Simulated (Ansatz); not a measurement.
Geometry relaxation, with input and output: Ca (part 1 of 2)

Ca (2 atoms in the cell), computed with DFT, LDA, PAW with Ansatz's default frozen-core files, scalar-relativistic, no spin polarisation (Ansatz 0.2.0).

The structure was built on a prototype by a generator; it need not be a known phase. Its volume is 0.41 times that of the source entry. It belongs to a series of runs on one base structure; here: hcp relaxed under pressure, PAW files. Figures and captions count atoms from 1; the log counts them from 0 in places.

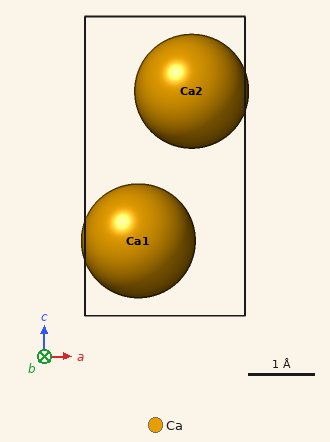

The structure as given in the input (spheres-only view of the cell of the calculation, along the b axis; atoms are numbered from 1 in the order of the input). An atom can appear more than once, as a periodic image.

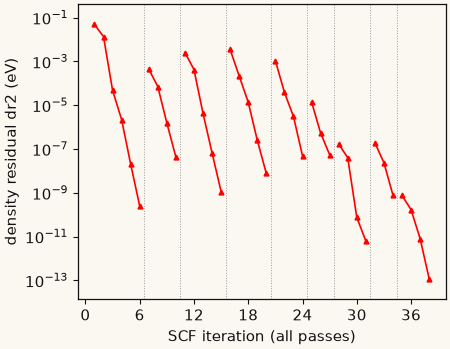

Convergence of the self-consistent field: density residual dr2 against the SCF iteration. The dotted lines part the SCF passes of the relaxation: geometry steps, rejected trials and re-solves on a re-selected basis. The 9 passes take 3 to 6 iterations each, 38 in all.

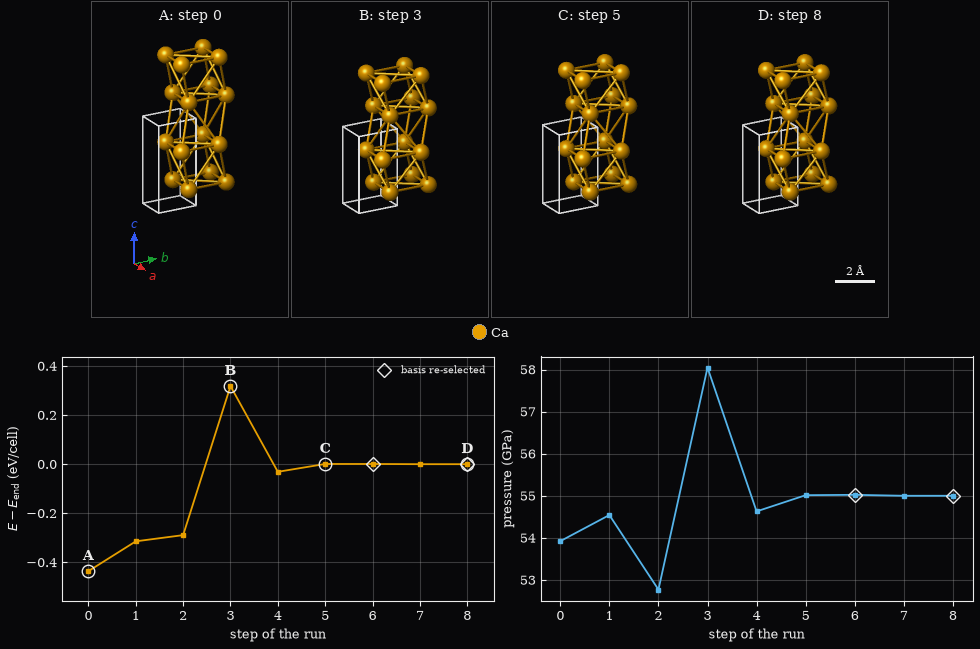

Frames of the relaxation (ball-and-stick view of the cell of the calculation, repeated 2 × 2 × 2, seen slightly off an axis) above the curves, on which the letters mark them (the first geometry is step 0 here and step 1 in the log).

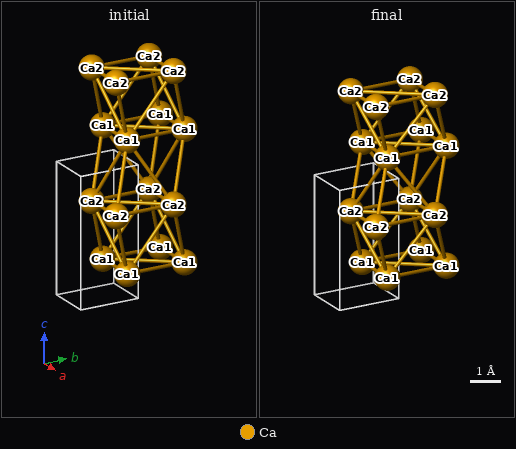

Before (left) and after (right) the relaxation, at one scale (ball-and-stick view of the cell of the calculation, repeated 2 × 2 × 2, seen slightly off an axis). Over 6 geometry steps the energy rises by 0.436 eV per cell of the calculation. All forces vanish by symmetry, so only the cell relaxes. Pressure: 53.92 GPa at the start and 55.00 GPa at the end. 1 further SCF at an unchanged geometry re-selected the plane-wave basis for the new cell. No atom moves by more than 0.005 Å relative to the cell. Cell: a = b 2.816 → 2.902 Å (+3.0 %), c 4.563 → 4.103 Å (−10.1 %). Volume −4.5 %. Among the contacts that change: Ca1–Ca2 2.802 → 2.649 Å, Ca1–Ca1 2.816 → 2.902 Å. The space group stays P6_3/mmc (No. 194). The energy change given includes the shifts at the re-selections in mid-walk, which come without any move. A last SCF at the same geometry on a re-selected plane-wave basis shifts the energy by next to nothing (0.0 meV per cell of the calculation). (Atoms are counted from 1 in the order of the input.)

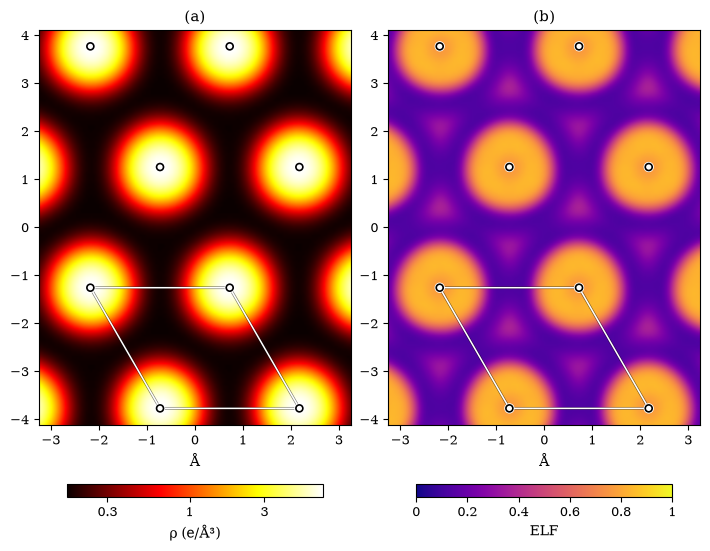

(a) valence electron density; (b) electron localisation function on the (001) plane of the conventional cell. Circles mark the nuclei in the plane (Ca). Atoms in the plane: Ca. Ca–Ca (2.90 Å): ρ at the midpoint is about 0.17 e/Å³; the ELF is about 0.15 at the midpoint; no shared electron pair. Away from the nuclei the density in this plane falls to 0.17 e/Å³ at its lowest. The strong features right at Ca lie inside the PAW spheres (semicore, d or f shells) and say nothing about bonding. Core electrons are frozen (PAW), so the fields are smoothed inside the atomic spheres.

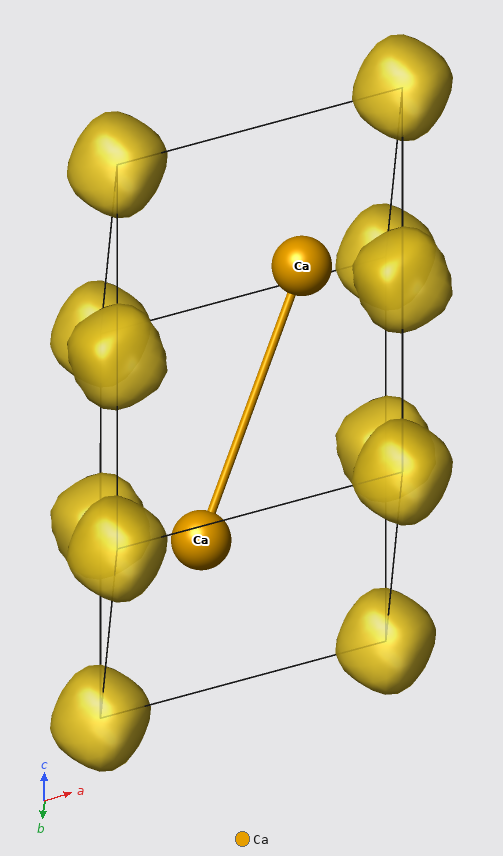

Isosurface of the ELF at 0.55 (yellow), seen at an oblique angle. Core shells and regions of very low density are left out. Sticks mark near contacts. The outline is the cell set on symmetry axes. Profiles from the grid: Ca–Ca (2.65 Å): the ELF is about 0.05 at the midpoint (no shared electron pair). Ca–Ca (2.90 Å): the ELF is about 0.15 at the midpoint (no localised pair between them).

The input that produced these results follows, with the program's output.

Input file:
```yaml
crystal:
  lattice:
    - [2.8164461722, 0.0, 0.0]
    - [-1.4082230861, 2.4391139335, 0.0]
    - [0.0, 0.0, 4.5626427989]
  atoms:
    - { symbol: Ca, position: [0.3333333333, 0.6666666667, 0.25] }
    - { symbol: Ca, position: [0.6666666667, 0.3333333333, 0.75] }
kpoints:
  mp_grid: { grid: [16, 16, 9] }
scf:
  occupations: { method: fermi_dirac, width: 0.08 }
hamiltonian:
  xc: lda
  pseudopotentials: { kind: paw }
output:
  forces: true
  stress: true
  eigenvalues: true
  write_density: true
  write_potential: true
  elf: true
  volumetric_format: npy
relax:
  f_tol: 0.005
  max_steps: 40
  cell: { p_target: 55.0, stress_tol: 0.03 }
```

Launch command:
```bash
ansatz run input.yaml --threads 1 --pin off --max-ram 3584MiB --backend cpu --events-out ev --progress --plain --runs-dir out
```

The program's output:
```
Engine: ansatz 0.2.0, aarch64-unknown-linux-gnu
Pseudopotentials: kind: paw
Pseudopotential: Ca, paw, valence charge 10, recommended cutoff 420 eV (normal), Ca.paw.azcp
Functional definition: SPW92
  exchange = slater_x
  correlation = pw_c
Crystal: 2 atoms, lattice volume = 31.344 Å³
Basis set: ecut = 420 eV, 615 PW (Γ)
Bands: 14, of which v1, the nominal top of the filled ones, is band 10 counted from 1 (9 counted from 0)
Symmetry: 24 space group operations
Space group: P63/mmc (ITA 194), of the structure as read, at distance tolerance 3.2e-5 Å
k-points: 150 of 2304
Non-local potential: Ca, projectors of the file, l = 0: 3, l = 1: 2, l = 2: 2
PAW form: soft (Blöchl's): semilocal exchange-correlation on the pseudo side does not see the compensation charge
PAW frozen core: Ca, regenerated for the run's functional, and the local potential with it (the file was generated under x = pbe(κ = 0.804, μ = 0.2195149727645171), c = pbe(β = 0.06672455060314922))
PAW one-centre angular grid: Ca, 110 points (default); XC on 64 Gauss nodes
Initial density: superposition of atomic densities (neutral atoms: chi_scale 0, normalization atom), corrected by the library's trained network
Initial wavefunctions: pseudopotential atomic-orbital guess
Functional: x = slater, c = lda
SCF iter   1: F=—  HF=-3540.712869 eV  |F-HF|=—  |Δ(HF+E_count)|=         —  Δρ=1.29e-2  dr2=4.90e-2  ethr=1.77e-3  ⟨swp⟩=6.4  Hψ=13019  notcnv=0
preconditioner: auto → none  [metal: Δε(μ)=0.026 eV  Ē_g=18.213 eV  σ=0.080 eV  W_gap=0.08  n_scr=2 (ndim 8)  ℏωp=26.5 eV  f_vac=0.000  D(μ)=1.33/eV (n_scr^D=10)  sad-step TF]
SCF iter   2: F=—  HF=-3540.695539 eV  |F-HF|=—  |Δ(HF+E_count)|=   1.73e-2  Δρ=6.65e-3  dr2=1.37e-2  ethr=2.45e-4  ⟨swp⟩=3.0  Hψ=4865  notcnv=0
SCF iter   3: F=—  HF=-3540.689993 eV  |F-HF|=—  |Δ(HF+E_count)|=   5.55e-3  Δρ=6.55e-4  dr2=4.84e-5  ethr=6.87e-5  ⟨swp⟩=2.1  Hψ=4105  notcnv=0
SCF iter   4: F=—  HF=-3540.689982 eV  |F-HF|=—  |Δ(HF+E_count)|=   1.08e-5  Δρ=1.07e-4  dr2=2.23e-6  ethr=2.42e-7  ⟨swp⟩=2.0  Hψ=3467  notcnv=0
iter 5 did not close the SCF: its close was put off for the readings that it lacked (scf_convergence_deferred on its scf_iter line)
SCF iter   5: F=-3540.689981 eV  HF=-3540.689981 eV  |F-HF|=1.02e-8  |Δ(HF+E_count)|=   4.19e-7  Δρ=1.13e-5  dr2=2.06e-8  ethr=1.11e-8  ⟨swp⟩=2.0  Hψ=3614  notcnv=0
SCF iter   6: F=-3540.689981 eV  HF=-3540.689981 eV  |F-HF|=1.40e-10  |Δ(HF+E_count)|=   5.33e-9  Δρ=1.04e-6  dr2=2.50e-10  ethr=1.03e-10  ⟨swp⟩=4.7  Hψ=11358  notcnv=0
SCF 1 converged in 6 iterations: F = -3540.689981 eV  dr2 = 2.50e-10
  greatest PAW one-centre occupation: 0.997 electrons in one spin orbital (limit 2), on the Ca atom at site 1 (counted from 0), in its partial waves of l = 0
relax step   1: F+E_penalty+E_count = -3540.68998141 eV  Δ(F+E_penalty+E_count) = +0.000e0 eV  max|allowed force component| = 8.327e-17 eV/Å  Δτ_max = 0.0000 Å  P = +53.922 GPa  Ω = 31.344 Å³  (6 SCF iters, dr2 threshold 1.00e-7 eV, accepted)
Crystal: 2 atoms, lattice volume = 30.945 Å³
Basis set: ecut = 420 eV, 603 PW (Γ)
Initial density: handed on by an earlier stage of this run
Initial wavefunctions: those handed on with the density
iter 1 solved again at ethr=2.26e-6 eV; its pass at ethr=3.10e-3 eV (dr2=4.53e-4 eV) is discarded
SCF iter   1: F=—  HF=-3540.568657 eV  |F-HF|=—  |Δ(HF+E_count)|=         —  Δρ=1.68e-3  dr2=4.52e-4  ethr=2.26e-6  ⟨swp⟩=2.1  Hψ=16522  notcnv=0
preconditioner: auto → none  [metal: Δε(μ)=0.008 eV  Ē_g=18.352 eV  σ=0.080 eV  W_gap=0.02  n_scr=2 (ndim 8)  ℏωp=26.7 eV  f_vac=0.000  D(μ)=1.43/eV (n_scr^D=10)]
SCF iter   2: F=—  HF=-3540.568583 eV  |F-HF|=—  |Δ(HF+E_count)|=   7.41e-5  Δρ=7.03e-4  dr2=7.15e-5  ethr=2.26e-6  ⟨swp⟩=2.0  Hψ=3515  notcnv=0
SCF iter   3: F=—  HF=-3540.568582 eV  |F-HF|=—  |Δ(HF+E_count)|=   8.31e-7  Δρ=1.07e-4  dr2=1.56e-6  ethr=3.58e-7  ⟨swp⟩=1.0  Hψ=2100  notcnv=0
SCF iter   4: F=-3540.568582 eV  HF=-3540.568582 eV  |F-HF|=5.41e-9  |Δ(HF+E_count)|=   6.28e-8  Δρ=1.97e-5  dr2=4.28e-8  ethr=1.00e-9  ⟨swp⟩=8.9  Hψ=15225  notcnv=0
SCF 2 converged in 4 iterations: F = -3540.568582 eV  dr2 = 4.28e-8
relax step   2: F+E_penalty+E_count = -3540.56858181 eV  Δ(F+E_penalty+E_count) = +1.214e-1 eV  max|allowed force component| = 1.110e-16 eV/Å  Δτ_max = 0.0000 Å  P = +54.543 GPa  Ω = 30.945 Å³  energy of the carried Pulay correction = +2.793e-5 eV  (4 SCF iters, dr2 threshold 2.00e-7 eV, accepted)
Crystal: 2 atoms, lattice volume = 30.789 Å³
Basis set: ecut = 420 eV, 591 PW (Γ)
iter 1 solved again at ethr=1.28e-5 eV; its pass at ethr=3.10e-3 eV (dr2=2.57e-3 eV) is discarded
SCF iter   1: F=—  HF=-3540.543652 eV  |F-HF|=—  |Δ(HF+E_count)|=         —  Δρ=3.88e-3  dr2=2.57e-3  ethr=1.28e-5  ⟨swp⟩=1.7  Hψ=17023  notcnv=0
preconditioner: auto → none  [metal: Δε(μ)=0.016 eV  Ē_g=18.395 eV  σ=0.080 eV  W_gap=0.05  n_scr=8 (ndim 8)  ℏωp=26.8 eV  f_vac=0.000  D(μ)=1.11/eV (n_scr^D=8)]
SCF iter   2: F=—  HF=-3540.543362 eV  |F-HF|=—  |Δ(HF+E_count)|=   2.90e-4  Δρ=1.75e-3  dr2=4.30e-4  ethr=1.28e-5  ⟨swp⟩=1.0  Hψ=2101  notcnv=0
SCF iter   3: F=—  HF=-3540.543355 eV  |F-HF|=—  |Δ(HF+E_count)|=   6.83e-6  Δρ=1.88e-4  dr2=4.28e-6  ethr=2.15e-6  ⟨swp⟩=1.0  Hψ=2101  notcnv=0
SCF iter   4: F=—  HF=-3540.543356 eV  |F-HF|=—  |Δ(HF+E_count)|=   1.25e-6  Δρ=1.70e-5  dr2=6.66e-8  ethr=1.00e-9  ⟨swp⟩=9.0  Hψ=15513  notcnv=0
SCF iter   5: F=-3540.543356 eV  HF=-3540.543356 eV  |F-HF|=1.07e-10  |Δ(HF+E_count)|=   2.77e-8  Δρ=3.79e-6  dr2=1.14e-9  ethr=3.33e-10  ⟨swp⟩=5.0  Hψ=11948  notcnv=0
SCF 3 converged in 5 iterations: F = -3540.543356 eV  dr2 = 1.14e-9
relax step   3: F+E_penalty+E_count = -3540.54335622 eV  Δ(F+E_penalty+E_count) = +2.523e-2 eV  max|allowed force component| = 1.203e-16 eV/Å  Δτ_max = 0.0000 Å  P = +52.771 GPa  Ω = 30.789 Å³  energy of the carried Pulay correction = +4.035e-5 eV  (5 SCF iters, dr2 threshold 2.00e-7 eV, accepted)
Crystal: 2 atoms, lattice volume = 29.017 Å³
Basis set: ecut = 420 eV, 565 PW (Γ)
iter 1 solved again at ethr=1.70e-5 eV; its pass at ethr=3.10e-3 eV (dr2=3.41e-3 eV) is discarded
SCF iter   1: F=—  HF=-3539.937419 eV  |F-HF|=—  |Δ(HF+E_count)|=         —  Δρ=4.78e-3  dr2=3.53e-3  ethr=1.70e-5  ⟨swp⟩=2.0  Hψ=16656  notcnv=0
preconditioner: auto → none  [metal: Δε(μ)=0.032 eV  Ē_g=18.494 eV  σ=0.080 eV  W_gap=0.10  n_scr=8 (ndim 8)  ℏωp=27.6 eV  f_vac=0.000  D(μ)=0.91/eV (n_scr^D=2)]
SCF iter   2: F=—  HF=-3539.936149 eV  |F-HF|=—  |Δ(HF+E_count)|=   1.27e-3  Δρ=1.46e-3  dr2=2.16e-4  ethr=1.70e-5  ⟨swp⟩=2.0  Hψ=3618  notcnv=0
SCF iter   3: F=—  HF=-3539.936120 eV  |F-HF|=—  |Δ(HF+E_count)|=   2.82e-5  Δρ=4.25e-4  dr2=1.37e-5  ethr=1.08e-6  ⟨swp⟩=2.0  Hψ=2410  notcnv=0
SCF iter   4: F=—  HF=-3539.936125 eV  |F-HF|=—  |Δ(HF+E_count)|=   5.13e-6  Δρ=5.63e-5  dr2=2.52e-7  ethr=6.87e-8  ⟨swp⟩=2.0  Hψ=2417  notcnv=0
SCF iter   5: F=-3539.936126 eV  HF=-3539.936126 eV  |F-HF|=9.82e-11  |Δ(HF+E_count)|=   1.40e-7  Δρ=1.02e-5  dr2=7.61e-9  ethr=1.00e-9  ⟨swp⟩=8.3  Hψ=14058  notcnv=0
SCF 4 converged in 5 iterations: F = -3539.936126 eV  dr2 = 7.61e-9
  greatest PAW one-centre occupation: 0.996 electrons in one spin orbital (limit 2), on the Ca atom at site 1 (counted from 0), in its partial waves of l = 0
relax step   4: F+E_penalty+E_count = -3539.93612557 eV  Δ(F+E_penalty+E_count) = +6.072e-1 eV  max|allowed force component| = 9.252e-17 eV/Å  Δτ_max = 0.0000 Å  P = +58.046 GPa  Ω = 29.017 Å³  energy of the carried Pulay correction = +1.680e-4 eV  (5 SCF iters, dr2 threshold 2.00e-7 eV, accepted)
Crystal: 2 atoms, lattice volume = 30.010 Å³
Basis set: ecut = 420 eV, 589 PW (Γ)
iter 1 solved again at ethr=5.15e-6 eV; its pass at ethr=3.10e-3 eV (dr2=1.03e-3 eV) is discarded
SCF iter   1: F=—  HF=-3540.285794 eV  |F-HF|=—  |Δ(HF+E_count)|=         —  Δρ=2.47e-3  dr2=1.10e-3  ethr=5.15e-6  ⟨swp⟩=2.1  Hψ=16249  notcnv=0
preconditioner: auto → none  [metal: Δε(μ)=0.049 eV  Ē_g=18.448 eV  σ=0.080 eV  W_gap=0.15  n_scr=8 (ndim 8)  ℏωp=27.1 eV  f_vac=0.000  D(μ)=0.96/eV (n_scr^D=2)]
SCF iter   2: F=—  HF=-3540.285367 eV  |F-HF|=—  |Δ(HF+E_count)|=   4.26e-4  Δρ=6.21e-4  dr2=3.88e-5  ethr=5.15e-6  ⟨swp⟩=2.0  Hψ=3586  notcnv=0
SCF iter   3: F=—  HF=-3540.285362 eV  |F-HF|=—  |Δ(HF+E_count)|=   5.72e-6  Δρ=2.08e-4  dr2=3.07e-6  ethr=1.94e-7  ⟨swp⟩=2.0  Hψ=2410  notcnv=0
SCF iter   4: F=-3540.285363 eV  HF=-3540.285363 eV  |F-HF|=1.61e-8  |Δ(HF+E_count)|=   1.56e-6  Δρ=2.50e-5  dr2=4.87e-8  ethr=1.00e-9  ⟨swp⟩=6.6  Hψ=12977  notcnv=0
SCF 5 converged in 4 iterations: F = -3540.285363 eV  dr2 = 4.87e-8
relax step   5: F+E_penalty+E_count = -3540.28536327 eV  Δ(F+E_penalty+E_count) = -3.492e-1 eV  max|allowed force component| = 1.388e-16 eV/Å  Δτ_max = 0.0000 Å  P = +54.629 GPa  Ω = 30.010 Å³  energy of the carried Pulay correction = +9.592e-5 eV  (4 SCF iters, dr2 threshold 2.00e-7 eV, accepted)
Crystal: 2 atoms, lattice volume = 29.916 Å³
iter 1 solved again at ethr=8.34e-8 eV; its pass at ethr=3.10e-3 eV (dr2=1.67e-5 eV) is discarded
```
